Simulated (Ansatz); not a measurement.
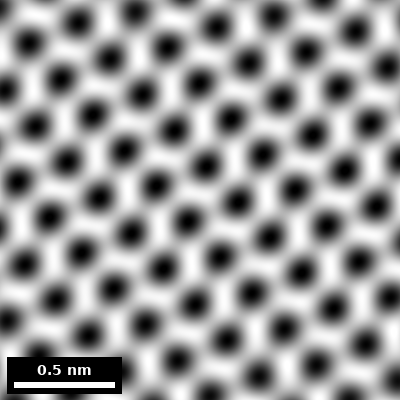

HRTEM-like image of W (P6_3/mmc, No. 194) along [100]. Simulated in the weak-phase-object approximation with neutral-atom potentials: 300 kV, Cs = 1.20 mm, defocus −583 Å (negative is underfocus), defocus spread 30 Å, aperture 0.49 1/Å. Structure used: the input geometry of an electronic-structure calculation (not necessarily at equilibrium); the starting structure was generated, so it need not be a known form of this composition.

Q: Do the atom columns appear dark or bright, and why?

A: Dark. With positive Cs and underfocus sin χ is negative over the pass band, so the strongest columns (W) come out darker than the background.

Q: What point resolution do these settings give, and which lattice spacings pass?

A: About 2.0 Å (0.66 |Cs|^(1/4) λ^(3/4) with λ = 0.0197 Å). The spacings that carry visible contrast are {002} at 2.49 Å, {100} at 2.38 Å, {101} at 2.15 Å.
